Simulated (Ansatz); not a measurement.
## Zn15Se16 (charge −1): geometry relaxation (part 2 of 3)

The same run, continued: Zn15Se16 (defect cell, 31 atoms in the cell, total charge −1); DFT PBE, scalar-relativistic, plane waves, PAW, spin-polarised (Ansatz 0.2.0); cutoff 420 eV, 2×2×2 k-mesh, Gaussian smearing of 0.01 eV, collinear spins. The structure derives from a Materials Project entry. It belongs to a series of runs on one base structure; here: Zn vacancy (site a), charge -1, atoms relaxed at the host's cell, started again with a moment of 3 μB.

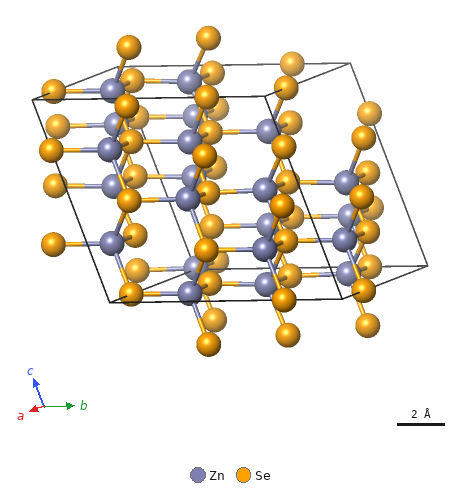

Figure 1. The geometry at step 2 of the log (ball-and-stick view of the cell of the calculation, seen at an oblique angle; bonded neighbours outside the cell are drawn too).

### Output, continued
```
  k-point 0 ↑: bands = ["-40.8499", "-40.8499", "-40.8499", "-40.8499", "-40.8498", "-40.8498", "-40.8498", "-40.8498", "-40.8498", "-40.8498", ... 54 levels left out ..., "-40.5455", "-40.5455", "-40.5455", "-40.5455", "-40.5193", "-40.5193", "-40.5193", "-40.5193", "-40.5193", "-40.5191", "-40.5191", "-40.5191", "-40.5106", "-40.5105", "-40.5105", "-40.5105", "-6.7150", "-6.7150", "-6.7150", "-6.5787", "-6.2354", "-6.2354", "-6.2354", "-6.2349", "-6.2349", "-6.2311", "-6.2311", "-6.2311", "-5.9920",
      "-5.9327", "-5.9327", "-5.9327", "-0.4219", "-0.4219", "-0.4219", "-0.4185", "-0.4185", "-0.4185", "-0.4133", "-0.4133", "-0.4070", "-0.3787", "-0.3787", "-0.3787", "-0.3770", "-0.3770", "-0.3770", "-0.3664", "-0.3664", "-0.3664", "-0.3512", "-0.3512", "-0.3512", "-0.3471", "-0.3471", "-0.3433", "-0.3216", "-0.3216", "-0.3216", "-0.2999", "-0.2999", "-0.2898", "-0.2898", "-0.2898", "-0.2825", "-0.2288", "-0.2288", "-0.2288", "-0.2193",
      "-0.2193", "-0.2193", "-0.2082", "-0.2082", "-0.2082", "-0.1868", "-0.1833", "-0.1833", "-0.1416", "-0.1416", "-0.1416", "-0.1358", "-0.1358", "-0.1358", "-0.1153", "-0.1153", "-0.1153", "-0.1036", "-0.1036", "-0.0965", "-0.0965", "-0.0965", "-0.0914", "-0.0907", "-0.0907", "-0.0907", "-0.0241", "-0.0241", "-0.0241", "-0.0069", "-0.0069", "0.0053", "0.0053", "0.0053", "0.0078", "0.0078", "0.0078", "0.0540", "1.5214", "1.5214",
      "1.5214", "1.5544", "1.5544", "1.5704", "1.5704", "1.5704", "1.5849", "1.5849", "1.5849", "2.4610", "3.0314", "3.0314", "3.0314", "3.4193", "3.6548", "3.6548", "3.6602", "3.6602", "3.6602", "3.6976", "3.6976", "3.6976", "3.8302", "3.8302", "3.8302", "4.4531", "4.4531", "4.4531", "4.4548", "4.4746", "4.4746", "4.5071", "4.5368", "4.5368", "4.5368", "4.8599", "4.8599", "4.8599", "5.5282", "5.5282",
      "5.5282", "5.5327", "5.5327", "5.7806", "5.7806", "5.7806", "8.6711", "8.6711", "8.6711", "8.9587", "9.6672", "9.6672", "9.7176", "9.7176", "9.7176", "9.7210", "9.7210", "9.7210", "9.8880", "9.8880", "9.8880", "10.5393", "11.4101", "11.4101", "11.4101", "11.4893", "11.4893", "11.4893", "11.5205", "11.5205", "11.6294", "11.6294", "11.6294", "12.3731", "12.3731", "12.3876", "12.4180", "12.4180", "12.4180", "12.4568",
      "12.4568", "12.4568", "12.8388", "12.8388", "12.8388", "13.3713", "13.4206", "13.4206", "13.4206", "13.5177", "13.5177"]
  k-point 1 ↑: bands = ["-40.8499", "-40.8499", "-40.8499", "-40.8498", "-40.8498", "-40.8498", "-40.8498", "-40.8498", "-40.8498", "-40.8497", ... 54 levels left out ..., "-40.5455", "-40.5455", "-40.5455", "-40.5455", "-40.5193", "-40.5193", "-40.5193", "-40.5193", "-40.5193", "-40.5191", "-40.5191", "-40.5191", "-40.5106", "-40.5105", "-40.5105", "-40.5105", "-6.8941", "-6.5518", "-6.5087", "-6.5087", "-6.4657", "-6.3283", "-6.3106", "-6.3106", "-6.2818", "-6.1772", "-6.1432", "-6.1432", "-6.0509",
      "-5.9155", "-5.8967", "-5.8967", "-0.4575", "-0.4335", "-0.4335", "-0.4173", "-0.4173", "-0.4087", "-0.4010", "-0.3999", "-0.3920", "-0.3920", "-0.3824", "-0.3789", "-0.3770", "-0.3673", "-0.3663", "-0.3639", "-0.3606", "-0.3606", "-0.3566", "-0.3566", "-0.3522", "-0.3503", "-0.3404", "-0.3288", "-0.3288", "-0.3275", "-0.3249", "-0.3105", "-0.3105", "-0.3005", "-0.3005", "-0.2988", "-0.2926", "-0.2464", "-0.2464", "-0.2461", "-0.1990",
      "-0.1813", "-0.1813", "-0.1779", "-0.1764", "-0.1692", "-0.1662", "-0.1564", "-0.1501", "-0.1501", "-0.1409", "-0.1335", "-0.1335", "-0.1327", "-0.1277", "-0.1213", "-0.1211", "-0.1211", "-0.1141", "-0.1119", "-0.1111", "-0.1111", "-0.1086", "-0.1057", "-0.0927", "-0.0927", "-0.0909", "-0.0825", "-0.0824", "-0.0768", "-0.0530", "-0.0530", "-0.0421", "0.0399", "0.0399", "0.0544", "0.0616", "0.0778", "0.0778", "1.3963", "1.4272",
      "1.4272", "1.4397", "1.4457", "1.4720", "1.5391", "1.5907", "1.5907", "1.8535", "2.2577", "2.6633", "2.6855", "2.6855", "3.1472", "3.1631", "3.2253", "3.2253", "3.5782", "3.6343", "3.7583", "3.7583", "3.8199", "4.1873", "4.1873", "4.3184", "4.3513", "4.3560", "4.3560", "4.3946", "4.3946", "4.3959", "4.4070", "4.4370", "4.5905", "4.5905", "4.7715", "5.0035", "5.0669", "5.1471", "5.1471", "5.1540",
      "5.2059", "5.3621", "5.3621", "5.4025", "5.7335", "5.7335", "8.6255", "9.2784", "9.2784", "9.2907", "9.3949", "9.4324", "9.7295", "9.9309", "9.9346", "9.9346", "10.0348", "10.0348", "10.1266", "10.2087", "10.4217", "10.5091", "10.5850", "10.5850", "10.8431", "10.9575", "11.0648", "11.0648", "11.1493", "11.7327", "11.8661", "11.9231", "11.9231", "12.0608", "12.0986", "12.0986", "12.1522", "12.4838", "12.4838", "12.6086",
      "12.6869", "12.6869", "12.7295", "12.7303", "12.7303", "12.7470", "12.7609", "12.7655", "12.7785", "13.3425", "13.3425"]
  k-point 0 ↓: bands = ["-40.8447", "-40.8447", "-40.8447", "-40.8447", "-40.8447", "-40.8447", "-40.8446", "-40.8446", "-40.8446", "-40.8446", ... 54 levels left out ..., "-40.5377", "-40.5377", "-40.5377", "-40.5377", "-40.4983", "-40.4983", "-40.4983", "-40.4983", "-40.4983", "-40.4982", "-40.4982", "-40.4982", "-40.4854", "-40.4853", "-40.4853", "-40.4853", "-6.6901", "-6.6901", "-6.6901", "-6.5374", "-6.2131", "-6.2131", "-6.2131", "-6.2123", "-6.2123", "-6.2087", "-6.2087", "-6.2087", "-5.8995",
      "-5.8251", "-5.8251", "-5.8251", "-0.4149", "-0.4149", "-0.4149", "-0.4127", "-0.4127", "-0.4127", "-0.4091", "-0.4091", "-0.4039", "-0.3723", "-0.3723", "-0.3723", "-0.3715", "-0.3715", "-0.3715", "-0.3599", "-0.3599", "-0.3599", "-0.3445", "-0.3445", "-0.3445", "-0.3395", "-0.3395", "-0.3318", "-0.3163", "-0.3163", "-0.3163", "-0.2923", "-0.2923", "-0.2818", "-0.2818", "-0.2818", "-0.2789", "-0.2204", "-0.2204", "-0.2204", "-0.2155",
      "-0.2155", "-0.2155", "-0.2036", "-0.2036", "-0.2036", "-0.1806", "-0.1785", "-0.1785", "-0.1383", "-0.1383", "-0.1383", "-0.1330", "-0.1330", "-0.1330", "-0.1105", "-0.1105", "-0.1105", "-0.1003", "-0.1003", "-0.0933", "-0.0933", "-0.0933", "-0.0885", "-0.0868", "-0.0868", "-0.0868", "-0.0169", "-0.0169", "-0.0169", "-0.0010", "-0.0010", "0.0106", "0.0106", "0.0106", "0.0148", "0.0148", "0.0148", "0.0631", "1.5330", "1.5330",
      "1.5330", "1.5728", "1.5728", "1.5859", "1.5859", "1.5859", "1.6102", "1.6102", "1.6102", "2.5095", "3.0539", "3.0539", "3.0539", "3.4438", "3.6797", "3.6797", "3.6797", "3.6869", "3.6869", "3.7147", "3.7147", "3.7147", "3.8697", "3.8697", "3.8697", "4.4761", "4.4761", "4.4761", "4.5035", "4.5035", "4.5179", "4.5692", "4.5692", "4.5692", "4.5834", "4.9371", "4.9371", "4.9371", "5.5533", "5.5533",
      "5.5533", "5.5559", "5.5559", "5.8966", "5.8966", "5.8966", "8.6868", "8.6868", "8.6868", "8.9780", "9.6822", "9.6822", "9.7291", "9.7291", "9.7291", "9.7307", "9.7307", "9.7307", "9.9075", "9.9075", "9.9075", "10.5571", "11.4307", "11.4307", "11.4307", "11.5035", "11.5035", "11.5035", "11.5337", "11.5337", "11.6512", "11.6512", "11.6512", "12.3844", "12.3844", "12.4073", "12.4254", "12.4254", "12.4254", "12.4771",
      "12.4771", "12.4771", "12.8572", "12.8572", "12.8572", "13.3933", "13.4263", "13.4263", "13.4263", "13.5396", "13.5396"]
  k-point 1 ↓: bands = ["-40.8448", "-40.8447", "-40.8447", "-40.8447", "-40.8447", "-40.8447", "-40.8446", "-40.8446", "-40.8446", "-40.8446", ... 54 levels left out ..., "-40.5377", "-40.5377", "-40.5377", "-40.5377", "-40.4983", "-40.4983", "-40.4983", "-40.4983", "-40.4983", "-40.4982", "-40.4982", "-40.4982", "-40.4854", "-40.4853", "-40.4853", "-40.4853", "-6.8659", "-6.5300", "-6.4826", "-6.4826", "-6.4381", "-6.3044", "-6.2829", "-6.2829", "-6.2552", "-6.1546", "-6.1188", "-6.1188", "-5.9507",
      "-5.8111", "-5.7968", "-5.7968", "-0.4512", "-0.4275", "-0.4275", "-0.4114", "-0.4114", "-0.4036", "-0.3959", "-0.3942", "-0.3878", "-0.3878", "-0.3768", "-0.3718", "-0.3697", "-0.3622", "-0.3609", "-0.3581", "-0.3543", "-0.3543", "-0.3490", "-0.3490", "-0.3443", "-0.3440", "-0.3352", "-0.3215", "-0.3215", "-0.3199", "-0.3164", "-0.3036", "-0.3036", "-0.2939", "-0.2939", "-0.2931", "-0.2834", "-0.2398", "-0.2394", "-0.2394", "-0.1930",
      "-0.1753", "-0.1743", "-0.1743", "-0.1714", "-0.1653", "-0.1631", "-0.1534", "-0.1461", "-0.1461", "-0.1381", "-0.1298", "-0.1298", "-0.1289", "-0.1226", "-0.1174", "-0.1173", "-0.1173", "-0.1094", "-0.1084", "-0.1073", "-0.1073", "-0.1043", "-0.1018", "-0.0891", "-0.0891", "-0.0875", "-0.0792", "-0.0771", "-0.0715", "-0.0472", "-0.0472", "-0.0347", "0.0474", "0.0474", "0.0600", "0.0717", "0.0845", "0.0845", "1.4076", "1.4468",
      "1.4468", "1.4563", "1.4648", "1.4867", "1.5537", "1.6096", "1.6096", "1.8769", "2.2903", "2.6784", "2.7088", "2.7088", "3.1771", "3.1818", "3.2503", "3.2503", "3.6357", "3.6604", "3.7855", "3.7855", "3.8784", "4.2127", "4.2127", "4.3313", "4.3731", "4.3841", "4.3841", "4.4176", "4.4176", "4.4233", "4.4409", "4.4683", "4.6403", "4.6403", "4.8241", "5.0914", "5.0960", "5.1781", "5.1781", "5.1861",
      "5.2382", "5.4131", "5.4131", "5.5259", "5.8400", "5.8400", "8.6513", "9.2949", "9.2949", "9.3027", "9.4106", "9.4445", "9.7450", "9.9442", "9.9487", "9.9487", "10.0575", "10.0575", "10.1456", "10.2259", "10.4424", "10.5225", "10.6007", "10.6007", "10.8509", "10.9708", "11.0808", "11.0808", "11.1620", "11.7563", "11.8807", "11.9416", "11.9416", "12.0771", "12.1104", "12.1104", "12.1670", "12.4947", "12.4947", "12.6195",
      "12.7003", "12.7003", "12.7434", "12.7434", "12.7516", "12.7617", "12.7707", "12.7826", "12.7945", "13.3723", "13.3723"]
```
